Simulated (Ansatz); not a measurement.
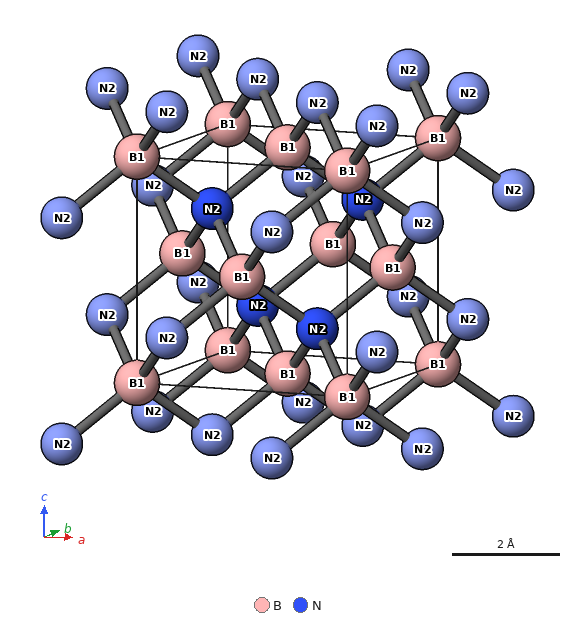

The structure as given in the input (ball-and-stick view of the cell 4 times as large as that of the calculation, set on its symmetry axes, seen slightly off an axis; neighbours outside the cell are drawn fainter; atoms are numbered from 1 in the order of the input). An atom can appear more than once, as a periodic image.

**What a change does: geometry relaxation on BN**

System: BN (F-43m, 2 atoms in the cell).
Method of the first run: DFT, LDA, dispersion d4, plane waves, PAW, no spin polarisation (Ansatz 0.2.0).

The structure was built on a prototype by a generator; it need not be a known phase. Text and figures count atoms from 1; the logs count them from 0 in places.

The input, the first run:
```yaml
crystal:
  lattice:
    - [0.0, 2.15443469, 2.15443469]
    - [2.15443469, 0.0, 2.15443469]
    - [2.15443469, 2.15443469, 0.0]
  atoms:
    - { symbol: B, position: [0.0, 0.0, 0.0] }
    - { symbol: "N", position: [0.25, 0.25, 0.25] }
kpoints:
  mp_grid: { grid: [13, 13, 13] }
scf:
  occupations: { method: fermi_dirac, width: 0.02 }
  algorithm: direct_min
hamiltonian:
  xc: lda
  pseudopotentials: { kind: paw }
  dispersion: d4
output:
  forces: true
  stress: true
relax:
  f_tol: 0.005
  max_steps: 40
  cell: {}
```

Command:
```bash
ansatz run input.yaml --threads 2 --pin off --max-ram 4096MiB --backend cpu --events-out ev --progress --plain --runs-dir out
```

Hardware: 2 threads of Arm Neoverse V1, 24 GiB of memory available, shared host.

Output, shortened to warnings, some set-up lines, iterations and results (the first run):
```
Warning: the engine holds no damping parameters fitted to this dispersion correction and functional, so the run takes those fitted to pbe (hamiltonian.dispersion, under Limitations)
WARN: dispersion: an atom stands within reach of a switch of its C6 between two reference coordination numbers of its element: through that C6 alone, e_disp changes by 0.025 eV or more while the distances to its neighbours run over a stretch of 0.05 Å that contains this geometry (sites counted from 0 in the run's list of atoms or, in a supercell that it derives, in that cell's: here a list of 2) …
Basis set: ecut = 420 eV, 387 PW (Γ)
Symmetry: 24 space group operations
k-points: 84 of 2197 (time reversal used)
Initial density: superposition of atomic densities (neutral atoms: chi_scale 0, normalization atom), corrected by the library's trained network
[...]
SCF iter   1: F=—  HF=-523.560142 eV  |F-HF|=—  |Δ(HF+E_count)|=         —  Δρ=6.89e-3  dr2=1.01e-2  ethr=1.77e-3  ⟨swp⟩=4.8  Hψ=2828  notcnv=0
SCF iter   2: F=—  HF=-523.557948 eV  |F-HF|=—  |Δ(HF+E_count)|=   2.19e-3  Δρ=1.81e-3  dr2=5.09e-4  ethr=6.35e-6  ⟨swp⟩=2.0  Hψ=2654  notcnv=0
SCF iter   3: F=—  HF=-523.557773 eV  |F-HF|=—  |Δ(HF+E_count)|=   1.75e-4  Δρ=9.26e-5  dr2=1.14e-6  ethr=6.35e-6  ⟨swp⟩=2.1  Hψ=1216  notcnv=0
SCF iter   4: F=-523.557773 eV  HF=-523.557773 eV  |F-HF|=6.02e-10  |Δ(HF+E_count)|=   3.03e-7  Δρ=7.87e-6  dr2=4.12e-9  ethr=1.43e-8  ⟨swp⟩=3.0  Hψ=1272  notcnv=0
SCF 1 converged in 4 iterations: F = -523.557773 eV  dr2 = 4.12e-9
[... 49 lines ...]
SCF iter   1: F=—  HF=-526.960324 eV  |F-HF|=—  |Δ(HF+E_count)|=         —  Δρ=2.10e-5  dr2=9.29e-9  ethr=8.85e-8  ⟨swp⟩=6.9  Hψ=5699  notcnv=0
SCF iter   2: F=—  HF=-526.960324 eV  |F-HF|=—  |Δ(HF+E_count)|=   3.91e-9  Δρ=2.32e-6  dr2=3.25e-10  ethr=3.79e-12  ⟨swp⟩=2.6  Hψ=2284  notcnv=0
SCF iter   3: F=-526.960324 eV  HF=-526.960324 eV  |F-HF|=4.09e-12  |Δ(HF+E_count)|=  1.14e-10  Δρ=2.72e-7  dr2=4.76e-12  ethr=3.79e-12  ⟨swp⟩=2.2  Hψ=1029  notcnv=0
SCF 10 converged in 3 iterations: F = -526.960324 eV  dr2 = 4.76e-12
relax step  10: F+E_penalty+E_count = -526.96032448 eV  Δ(F+E_penalty+E_count) = +1.928e-4 eV  max|allowed force component| = 8.211e-17 eV/Å  Δτ_max = 0.0000 Å  P = -0.005 …
basis re-selected at this cell: Δ(F+E_penalty+E_count) = +1.928e-4 eV, ΔP = -0.026 GPa vs the last step (what re-selecting the basis moved, of the pressure what is left beyond the Pulay correction that the steps carried, after the strain that the cell walked since its last selection, with what the …
SCF converged after 3 iterations
Stability not checked: this state was not tested for a lower state beside it, because a direct minimisation reached the state, and no test of it is asked (direct_minimisation; see scf.lower_state_search)
Free energy (F): -526.960324 eV
Harris-Foulkes:  -526.960324 eV  (|F-HF|=4.09e-12)
Internal energy: -526.960324 eV  (E = F + TS)
E sigma→0 (E₀):  -526.960324 eV
Fermi energy:    13.865392 eV
--- Per-component energies (eV) ---
  E_band       = 28.669336
  E_kinetic    = 187.745613
  E_local      = -172.369483  (includes V_loc(G=0)·N_el)
  E_nonlocal   = 58.923233
  E_hartree    = 47.507390
  E_xc         = -93.205580
  E_vxc        = -116.380015  (∫ρ·V_xc dr)
  E_paw        = -191.632671  (= ΣΔE_a)
  E_vpaw       = -24.264921  (= ΣTr[D̂ρ^β])
  E_aug_tail   = 0.000099  (compensation charges beyond the density's cutoff)
  E_ewald      = -363.560252
  E_disp       = -0.494554  (pairwise vdW)
  E_core_change = 0.125878  (= ΣΔE_core)
  E_smearing   = -0.000000  (= −TS)
  E_closure    = 0.000000  (closes the sum)
  Σ components = -526.960324   (vs F -526.960324, Δ=0.00e0)
--- Forces (eV/Å), atoms counted from 1 ---
  atom   1  B      0.00000000    -0.00000000    -0.00000000
  atom   2  N     -0.00000000    -0.00000000    -0.00000000
  max |Σ_I F_I| component: 1.69e-16 eV/Å
--- Stress (GPa, compression-positive) ---
       -0.005289      -0.000000      -0.000000
       -0.000000      -0.005289       0.000000
       -0.000000       0.000000      -0.005289
  P = ⅓ Tr σ = -0.0053 GPa (-0.053 kbar)
--- Relaxed structure (8 steps of the walk, 8 accepted, 2 SCFs on fresh bases) ---
  F+E_penalty+E_count = -526.96032448 eV   max|allowed force component| = 8.211e-17 eV/Å   (the final SCF, on the basis selected at the relaxed cell)
  cell:  # Å, volume = 11.3132 Å³
    - [-2.48347617097279e-34, 1.7817686380482785, 1.7817686380482785]
    - [1.7817686380482785, 2.968080701858273e-33, 1.7817686380482785]
    - [1.7817686380482785, 1.7817686380482785, 3.203741651199401e-33]
  atoms:
[...]
```

For the second run the input was changed thus:
```diff
-  algorithm: direct_min
-  dispersion: d4
+  write_density: true
+  write_potential: true
+  elf: true
+  volumetric_format: npy
```

Predict how the results change.

The total energies belong to different models, so their difference says nothing on which is more stable or more accurate. The volume per atom goes from 5.66 to 5.74 Å³. On the same kind of shared host the second run took about 0.5 times as long.

Output, shortened to warnings, some set-up lines, iterations and results (the second run):
```
Basis set: ecut = 420 eV, 387 PW (Γ)
Symmetry: 24 space group operations
k-points: 84 of 2197 (time reversal used)
Initial density: superposition of atomic densities (neutral atoms: chi_scale 0, normalization atom), corrected by the library's trained network
[...]
SCF iter   1: F=—  HF=-523.244751 eV  |F-HF|=—  |Δ(HF+E_count)|=         —  Δρ=6.95e-3  dr2=1.03e-2  ethr=1.77e-3  ⟨swp⟩=4.2  Hψ=4173  notcnv=0
SCF iter   2: F=—  HF=-523.242355 eV  |F-HF|=—  |Δ(HF+E_count)|=   2.40e-3  Δρ=2.86e-3  dr2=1.65e-3  ethr=1.29e-4  ⟨swp⟩=1.0  Hψ=1344  notcnv=0
SCF iter   3: F=—  HF=-523.241978 eV  |F-HF|=—  |Δ(HF+E_count)|=   3.77e-4  Δρ=2.52e-4  dr2=7.54e-6  ethr=2.07e-5  ⟨swp⟩=2.3  Hψ=917  notcnv=0
SCF iter   4: F=—  HF=-523.241979 eV  |F-HF|=—  |Δ(HF+E_count)|=   1.73e-6  Δρ=2.95e-5  dr2=1.08e-7  ethr=9.43e-8  ⟨swp⟩=2.4  Hψ=951  notcnv=0
SCF iter   5: F=-523.241979 eV  HF=-523.241979 eV  |F-HF|=3.34e-10  |Δ(HF+E_count)|=   1.79e-8  Δρ=4.26e-6  dr2=1.32e-9  ethr=1.36e-9  ⟨swp⟩=2.2  Hψ=1012  notcnv=0
[... 60 lines ...]
SCF iter   2: F=—  HF=-526.468585 eV  |F-HF|=—  |Δ(HF+E_count)|=  1.10e-10  Δρ=2.13e-5  dr2=8.34e-9  ethr=4.82e-10  ⟨swp⟩=2.5  Hψ=1002  notcnv=0
SCF iter   3: F=—  HF=-526.468585 eV  |F-HF|=—  |Δ(HF+E_count)|=   2.41e-9  Δρ=7.60e-6  dr2=1.41e-9  ethr=1.04e-10  ⟨swp⟩=1.9  Hψ=870  notcnv=0
SCF iter   4: F=-526.468585 eV  HF=-526.468585 eV  |F-HF|=2.16e-12  |Δ(HF+E_count)|=  9.38e-11  Δρ=7.30e-7  dr2=1.52e-11  ethr=1.00e-12  ⟨swp⟩=4.0  Hψ=2924  notcnv=0
SCF 10 converged in 4 iterations: F = -526.468585 eV  dr2 = 1.52e-11
relax step  10: F+E_penalty+E_count = -526.46858534 eV  Δ(F+E_penalty+E_count) = +4.153e-4 eV  max|allowed force component| = 3.816e-17 eV/Å  Δτ_max = 0.0000 Å  P = -0.036 …
basis re-selected at this cell: Δ(F+E_penalty+E_count) = +4.153e-4 eV, ΔP = -0.036 GPa vs the last step (what re-selecting the basis moved, of the pressure what is left beyond the Pulay correction that the steps carried, after the strain that the cell walked since its last selection, with what the …
SCF converged after 4 iterations
Free energy (F): -526.468585 eV
Harris-Foulkes:  -526.468585 eV  (|F-HF|=2.16e-12)
Internal energy: -526.468585 eV  (E = F + TS)
E sigma→0 (E₀):  -526.468585 eV
Fermi energy:    13.619103 eV
--- Per-component energies (eV) ---
  E_band       = 27.363850
  E_kinetic    = 186.868049
  E_local      = -173.763260  (includes V_loc(G=0)·N_el)
  E_nonlocal   = 58.774527
  E_hartree    = 47.870611
  E_xc         = -92.987289
  E_vxc        = -116.098451  (∫ρ·V_xc dr)
  E_paw        = -191.532475  (= ΣΔE_a)
  E_vpaw       = -24.158314  (= ΣTr[D̂ρ^β])
  E_aug_tail   = 0.000098  (compensation charges beyond the density's cutoff)
  E_ewald      = -361.824726
  E_core_change = 0.125878  (= ΣΔE_core)
  E_smearing   = -0.000000  (= −TS)
  E_closure    = -0.000000  (closes the sum)
  Σ components = -526.468585   (vs F -526.468585, Δ=0.00e0)
--- Forces (eV/Å), atoms counted from 1 ---
  atom   1  B     -0.00000000    -0.00000000    -0.00000000
  atom   2  N     -0.00000000    -0.00000000    -0.00000000
  max |Σ_I F_I| component: 1.11e-16 eV/Å
--- Stress (GPa, compression-positive) ---
       -0.035990      -0.000000      -0.000000
       -0.000000      -0.035990      -0.000000
       -0.000000      -0.000000      -0.035990
  P = ⅓ Tr σ = -0.0360 GPa (-0.360 kbar)
--- Relaxed structure (8 steps of the walk, 8 accepted, 2 SCFs on fresh bases) ---
  F+E_penalty+E_count = -526.46858534 eV   max|allowed force component| = 3.816e-17 eV/Å   (the final SCF, on the basis selected at the relaxed cell)
  cell:  # Å, volume = 11.4767 Å³
    - [1.0205710217858723e-33, 1.7903150548631586, 1.7903150548631583]
    - [1.7903150548631586, -2.044318568119205e-33, 1.7903150548631583]
    - [1.7903150548631586, 1.7903150548631586, -4.508180467124216e-34]
  atoms:
    - { symbol: B, position: [5.773346305290369e-35, -1.1360455632990726e-34, -5.587109327700381e-36] }
    - { symbol: N, position: [0.25, 0.25, 0.25] }
```

The two runs side by side:

| quantity | the first run | the second run |
| --- | --- | --- |
| outcome | converged | converged |
| free energy per atom (eV) | −263.4802 | −263.2343 |
| gap on the mesh (eV) | 4.49 | 4.47 |
| pressure (GPa) | −0.01 | −0.04 |
| volume per atom (Å³) | 5.66 | 5.74 |
| largest force (eV/Å) | 0.000 | 0.000 |
| irreducible k-points | 84 | 84 |
| SCF iterations | – | 50 |
| wall time (shared host) | 15 s | 7.6 s |

For the first run: Warnings: the dispersion correction has no parameters fitted for this combination and takes those fitted for PBE.
